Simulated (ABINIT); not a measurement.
# Geometry relaxation of TiSi2 (part 1 of 4)

TiSi2 (Cmcm, 6 atoms in the cell), computed with Kohn-Sham DFT of a periodic cell, PBE with D2, JTH PAW PBE v2.0, no spin polarisation (ABINIT 10.8.3).

The structure derives from a Materials Project entry.

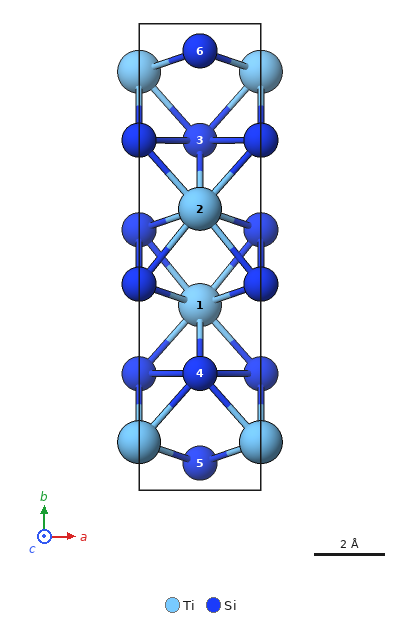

Fig. 1: The structure as given in the input (ball-and-stick view of the cell 2 times as large as that of the calculation, set on its symmetry axes, along the c axis; atoms are numbered from 1 in the order of the input). An atom can appear more than once, as a periodic image. Near neighbours in the periodic cell (some may lie outside the picture): Ti has 10 Si at 2.58 to 2.81 Å; Si has 4 Si at 2.51 Å and 4 Ti at 2.66 to 2.67 Å; Si has 2 Si at 2.38 Å and 6 Ti at 2.58 to 2.81 Å.

Key numbers:

| quantity | value |
| --- | --- |
| outcome | converged |
| space group (tolerance 0.01 Å) | Cmcm (63) |
| electrons treated | 40 |
| free energy | −3630.8834 eV |
| Fermi energy | 9.910 eV |
| gap on the k-point mesh | none (metallic) |
| pressure | 0.06 GPa |
| final volume | 84.31 Å³ |
| largest force (length of the vector) at the end | 0.007 eV/Å |
| final cell | a = 6.963 Å, b = 6.963 Å, c = 3.553 Å, α = 90.00°, β = 90.00°, γ = 150.70° |
| hardware | 1 thread of Intel Xeon @ 2.90GHz (Ice Lake), 16 GiB of memory available, shared host |
| wall time | 13 min |
| peak memory | 0.19 GiB |

The input:
```
# Pseudopotentials
pp_dirpath "./"
pseudos "Ti.GGA_PBE-JTH.xml, Si.GGA_PBE-JTH.xml"

# Structure
acell 3*1.0
rprim
     3.3355650785   -12.7731909004     0.0000000000
     3.3355650785    12.7731909004     0.0000000000
     0.0000000000     0.0000000000     6.7372023899
ntypat 2
znucl 22 14
natom 6
typat 1 1 2 2 2 2
xred
     0.1031180800     0.8968819200     0.2500000000
     0.8968819200     0.1031180800     0.7500000000
     0.7503148200     0.2496851800     0.2500000000
     0.2496851800     0.7503148200     0.7500000000
     0.4417485500     0.5582514500     0.2500000000
     0.5582514500     0.4417485500     0.7500000000
chkprim 0
chksymtnons 0
tolsym 1.0e-6

# Plane-wave basis
ecut 15.0
pawecutdg 30.0
pawxcdev 0

# k points
kptopt 1
ngkpt 5 5 5
nshiftk 1
shiftk 0.0 0.0 0.0

# Exchange and correlation
ixc 11
vdw_xc 5

# Bands and occupations
nband 24
occopt 3
tsmear 0.05 eV

# SCF cycle
nstep 100
tolvrs 1.0e-9

# Output
iomode 3
prtwf 0
prtden 0
prteig 0
prtebands 0
enunit 2

# Relaxation
ionmov 2
ntime 60
tolmxf 0.0005
optcell 2
dilatmx 1.08
ecutsm 0.5
```

Run as:
```bash
abinit run.abi > log 2>&1
```

The program's output:
```
.Version 10.8.3 of ABINIT
 Symmetries : space group Cm c m (# 63); Bravais oC (1-face-center ortho.)
================================================================================
 Values of the parameters that define the memory need of the present run
     intxc =       0    ionmov =       2      iscf =      17    lmnmax =      18
     lnmax =       6     mgfft =      50  mpssoang =       3    mqgrid =    3001
     natom =       6  nloc_mem =       2    nspden =       1   nspinor =       1
    nsppol =       1      nsym =       8    n1xccc =       1    ntypat =       2
    occopt =       3   xclevel =       2
       mpw =        2028          nfft =       67500          nkpt =          27
 PAW method is used; the additional fine FFT grid is defined by:
   mgfftf=        72    nfftf =    186624
================================================================================
================================================================================

--------------------------------------------------------------------------------
------------- Echo of variables that govern the present computation ------------
--------------------------------------------------------------------------------
 -outvars: echo values of preprocessed input variables --------
            acell      1.0000000000E+00  1.0000000000E+00  1.0000000000E+00 Bohr
              amu      4.78800000E+01  2.80855000E+01
          chkprim           0
      chksymtnons           0
          dilatmx      1.08000000E+00
             ecut      1.50000000E+01 Hartree
           ecutsm      5.00000000E-01 Hartree
           enunit           2
           ionmov           2
              ixc          11
         kptrlatt        5    0    0      0    5    0      0    0    5
          kptrlen      3.33556508E+01
            natom           6
            nband          24
            ngfft          50      50      27
          ngfftdg          72      72      36
             nkpt          27
            nstep         100
             nsym           8
            ntime          60
           ntypat           2
           occopt           3
          optcell           2
        pawecutdg      3.00000000E+01 Hartree
         pawxcdev           0
           prtden           0
        prtebands           0
           prteig           0
            prtwf           0
            rprim      3.3355650785E+00 -1.2773190900E+01  0.0000000000E+00
                       3.3355650785E+00  1.2773190900E+01  0.0000000000E+00
                       0.0000000000E+00  0.0000000000E+00  6.7372023899E+00
          spgroup          63
           tolmxf      5.00000000E-04
           tolsym      1.00000000E-06
           tolvrs      1.00000000E-09
           tsmear      1.83746611E-03 Hartree
            typat      1  1  2  2  2  2
           useylm           1
           vdw_xc           5
           xangst      1.7651050238E+00  5.3652732632E+00  8.9129349189E-01
                       1.7651050238E+00 -5.3652732632E+00  2.6738804757E+00
                       1.7651050238E+00 -3.3838966792E+00  8.9129349189E-01
                       1.7651050238E+00  3.3838966792E+00  2.6738804757E+00
                       1.7651050238E+00  7.8747590021E-01  8.9129349189E-01
                       1.7651050238E+00 -7.8747590021E-01  2.6738804757E+00
            xcart      3.3355650785E+00  1.0138897058E+01  1.6843005975E+00
                       3.3355650785E+00 -1.0138897058E+01  5.0529017924E+00
                       3.3355650785E+00 -6.3946379621E+00  1.6843005975E+00
                       3.3355650785E+00  6.3946379621E+00  5.0529017924E+00
                       3.3355650785E+00  1.4881137822E+00  1.6843005975E+00
                       3.3355650785E+00 -1.4881137822E+00  5.0529017924E+00
             xred      1.0311808000E-01  8.9688192000E-01  2.5000000000E-01
                       8.9688192000E-01  1.0311808000E-01  7.5000000000E-01
                       7.5031482000E-01  2.4968518000E-01  2.5000000000E-01
                       2.4968518000E-01  7.5031482000E-01  7.5000000000E-01
                       4.4174855000E-01  5.5825145000E-01  2.5000000000E-01
                       5.5825145000E-01  4.4174855000E-01  7.5000000000E-01
            znucl       22.00000   14.00000

================================================================================

 chkinp: Checking input parameters for consistency.

================================================================================
== DATASET  1 ==================================================================

--- !DatasetInfo
iteration_state: {dtset: 1, }
dimensions: {natom: 6, nkpt: 27, mband: 24, nsppol: 1, nspinor: 1, nspden: 1, mpw: 2028, }
cutoff_energies: {ecut:  15.0, pawecutdg:  30.0, }
electrons: {nelect:   4.00000000E+01, charge:   0.00000000E+00, occopt:   3.00000000E+00, tsmear:   1.83746611E-03, }
meta: {optdriver: 0, ionmov: 2, optcell: 2, iscf: 17, paral_kgb: 0, }
...

 Exchange-correlation functional for the present dataset will be:
  GGA: Perdew-Burke-Ernzerhof functional - ixc=11
  J.P.Perdew, K.Burke, M.Ernzerhof, PRL 77, 3865 (1996)

 Real(R)+Recip(G) space primitive vectors, cartesian coordinates (Bohr,Bohr^-1):
 R(1)=  3.3355651-12.7731909  0.0000000  G(1)=  0.1498996 -0.0391445  0.0000000
 R(2)=  3.3355651 12.7731909  0.0000000  G(2)=  0.1498996  0.0391445  0.0000000
 R(3)=  0.0000000  0.0000000  6.7372024  G(3)=  0.0000000  0.0000000  0.1484296
 Unit cell volume ucvol=  5.7408792E+02 bohr^3
 Angles (23,13,12)=  9.00000000E+01  9.00000000E+01  1.50729457E+02 degrees

 Coarse grid specifications (used for wave-functions):

 getcut: wavevector=  0.0000  0.0000  0.0000  ngfft=  50  50  27
         ecut(hartree)=     17.496   => boxcut(ratio)=   2.01171

 Fine grid specifications (used for densities):

 getcut: wavevector=  0.0000  0.0000  0.0000  ngfft=  72  72  36
         ecut(hartree)=     34.992   => boxcut(ratio)=   2.00666

--- Pseudopotential description ------------------------------------------------
- pspini: atom type   1  psp file is ./Ti.GGA_PBE-JTH.xml
 Pseudopotential format is: paw10
 basis_size (lnmax)=  6 (lmn_size= 18), orbitals=   0   0   1   1   2   2
 Spheres core radius: rc_sph= 2.30802695
 Shapefunction is BESSEL type: shapef(r,l)=aa(1,l)*jl(q(1,l)*r)+aa(2,l)*jl(q(2,l)*r)
 Radius for shape functions =  2.01037111
 Compensation charge density is not taken into account in XC energy/potential

- pspini: atom type   2  psp file is ./Si.GGA_PBE-JTH.xml
 Pseudopotential format is: paw10
 basis_size (lnmax)=  4 (lmn_size=  8), orbitals=   0   0   1   1
 Spheres core radius: rc_sph= 1.90944987
 Shapefunction is BESSEL type: shapef(r,l)=aa(1,l)*jl(q(1,l)*r)+aa(2,l)*jl(q(2,l)*r)
 Radius for shape functions =  1.60149249
 Compensation charge density is not taken into account in XC energy/potential

   2.79680720E+03                                ecore*ucvol(ha*bohr**3)
--------------------------------------------------------------------------------

================================================================================

=== [ionmov= 2] Broyden-Fletcher-Goldfarb-Shanno method (forces)
================================================================================

--- Iteration: ( 1/60) Internal Cycle: (1/1)
--------------------------------------------------------------------------------

---SELF-CONSISTENT-FIELD CONVERGENCE--------------------------------------------

--- !BeginCycle
iteration_state: {dtset: 1, itime: 1, icycle: 1, }
solver: {iscf: 17, nstep: 100, nline: 4, wfoptalg: 10, }
tolerances: {tolvrs: 1.00E-09, }
...

     iter   Etot(hartree)      deltaE(h)  residm     nres2
 ETOT  1  -132.34258060692    -1.323E+02 1.897E+00 3.508E+01
 ETOT  2  -133.46622290839    -1.124E+00 3.662E-02 2.317E+01
 ETOT  3  -133.43011046563     3.611E-02 8.360E-02 2.680E+00
 ETOT  4  -133.42921048165     9.000E-04 2.141E-02 1.915E-01
 ETOT  5  -133.43068489630    -1.474E-03 5.398E-03 3.018E-02
 ETOT  6  -133.43156995456    -8.851E-04 5.758E-03 4.052E-02
 ETOT  7  -133.43187972172    -3.098E-04 1.359E-03 1.132E-02
 ETOT  8  -133.43210570786    -2.260E-04 2.092E-03 4.652E-03
 ETOT  9  -133.43222534761    -1.196E-04 1.902E-03 1.462E-03
 ETOT 10  -133.43229107958    -6.573E-05 3.838E-04 9.650E-04
 ETOT 11  -133.43232740935    -3.633E-05 3.402E-04 1.504E-04
 ETOT 12  -133.43234769983    -2.029E-05 3.803E-04 2.971E-04
 ETOT 13  -133.43235980894    -1.211E-05 4.225E-04 6.594E-06
 ETOT 14  -133.43236696343    -7.154E-06 1.647E-04 1.067E-04
 ETOT 15  -133.43237131833    -4.355E-06 2.221E-04 6.381E-06
 ETOT 16  -133.43237427244    -2.954E-06 2.442E-04 9.359E-07
 ETOT 17  -133.43237618123    -1.909E-06 1.529E-04 2.361E-05
 ETOT 18  -133.43237752094    -1.340E-06 7.434E-04 2.971E-05
 ETOT 19  -133.43237837076    -8.498E-07 9.936E-05 2.898E-05
 ETOT 20  -133.43237896652    -5.958E-07 2.315E-04 1.919E-05
 ETOT 21  -133.43237937184    -4.053E-07 2.908E-05 1.735E-05
 ETOT 22  -133.43237967528    -3.034E-07 3.695E-05 1.445E-05
 ETOT 23  -133.43237986754    -1.923E-07 2.827E-05 7.658E-06
 ETOT 24  -133.43238001057    -1.430E-07 1.514E-05 9.248E-07
 ETOT 25  -133.43238012329    -1.127E-07 2.722E-05 1.809E-06
 ETOT 26  -133.43238020528    -8.199E-08 5.616E-06 5.068E-07
 ETOT 27  -133.43238026518    -5.990E-08 2.957E-05 1.518E-06
 ETOT 28  -133.43238030921    -4.403E-08 5.836E-06 5.751E-07
 ETOT 29  -133.43238034191    -3.270E-08 3.295E-05 1.147E-06
 ETOT 30  -133.43238036605    -2.415E-08 5.838E-06 6.192E-07
 ETOT 31  -133.43238038392    -1.787E-08 3.662E-05 9.884E-07
 ETOT 32  -133.43238039721    -1.329E-08 5.820E-06 7.786E-07
 ETOT 33  -133.43238040726    -1.005E-08 3.884E-05 1.398E-06
 ETOT 34  -133.43238041463    -7.365E-09 5.912E-06 1.199E-06
 ETOT 35  -133.43238042013    -5.508E-09 2.640E-05 1.825E-06
 ETOT 36  -133.43238042425    -4.112E-09 8.613E-06 1.255E-06
 ETOT 37  -133.43238042739    -3.141E-09 1.583E-05 5.656E-07
 ETOT 38  -133.43238042969    -2.305E-09 9.549E-06 5.364E-08
 ETOT 39  -133.43238043145    -1.756E-09 1.468E-05 4.928E-09
 ETOT 40  -133.43238043277    -1.325E-09 8.956E-06 2.943E-09
 ETOT 41  -133.43238043378    -1.006E-09 1.587E-05 1.425E-10

 At SCF step   41       nres2   =  1.42E-10 < tolvrs=  1.00E-09 =>converged.

 Cartesian components of stress tensor (hartree/bohr^3)
  sigma(1 1)=  3.54823651E-05  sigma(3 2)=  0.00000000E+00
  sigma(2 2)=  2.77203377E-05  sigma(3 1)=  0.00000000E+00
  sigma(3 3)=  4.51931550E-05  sigma(2 1)=  0.00000000E+00

--- !ResultsGS
iteration_state: {dtset: 1, itime: 1, icycle: 1, }
comment   : Summary of ground state results
lattice_vectors:
- [  3.3355651, -12.7731909,   0.0000000, ]
- [  3.3355651,  12.7731909,   0.0000000, ]
- [  0.0000000,   0.0000000,   6.7372024, ]
lattice_lengths: [  13.20153,   13.20153,    6.73720, ]
lattice_angles: [ 90.000,  90.000, 150.729, ] # degrees, (23, 13, 12)
lattice_volume:   5.7408792E+02
convergence: {deltae: -1.006E-09, res2:  1.425E-10, residm:  1.587E-05, diffor: null, }
etotal    :  -1.33432380E+02
entropy   :   0.00000000E+00
fermie    :   3.60042160E-01
cartesian_stress_tensor: # hartree/bohr^3
- [  3.54823651E-05,   0.00000000E+00,   0.00000000E+00, ]
- [  0.00000000E+00,   2.77203377E-05,   0.00000000E+00, ]
- [  0.00000000E+00,   0.00000000E+00,   4.51931550E-05, ]
pressure_GPa:  -1.0630E+00
xred      :
- [  1.0312E-01,   8.9688E-01,   2.5000E-01, Ti]
- [  8.9688E-01,   1.0312E-01,   7.5000E-01, Ti]
- [  7.5031E-01,   2.4969E-01,   2.5000E-01, Si]
- [  2.4969E-01,   7.5031E-01,   7.5000E-01, Si]
- [  4.4175E-01,   5.5825E-01,   2.5000E-01, Si]
- [  5.5825E-01,   4.4175E-01,   7.5000E-01, Si]
cartesian_forces: # hartree/bohr
- [  2.22428595E-20,  -4.64917499E-05,  -2.85102632E-32, ]
- [ -2.22428595E-20,   4.64917499E-05,  -2.85102632E-32, ]
- [ -6.30299458E-21,   4.44786936E-05,  -2.85102632E-32, ]
- [  6.30299458E-21,  -4.44786936E-05,  -2.85102632E-32, ]
- [  1.40165953E-19,   1.56137681E-03,  -2.85102632E-32, ]
- [ -1.40165953E-19,  -1.56137681E-03,   1.42551316E-31, ]
force_length_stats: {min:   4.44786936E-05, max:   1.56137681E-03, mean:   5.50782419E-04, }
...

 Integrated electronic density in atomic spheres:
 ------------------------------------------------
 Atom  Sphere_radius  Integrated_density
    1        2.30803         10.32360528
    2        2.30803         10.32360528
    3        1.90945          1.53033320
    4        1.90945          1.53033320
    5        1.90945          1.57784724
    6        1.90945          1.57784724

---OUTPUT-----------------------------------------------------------------------
```
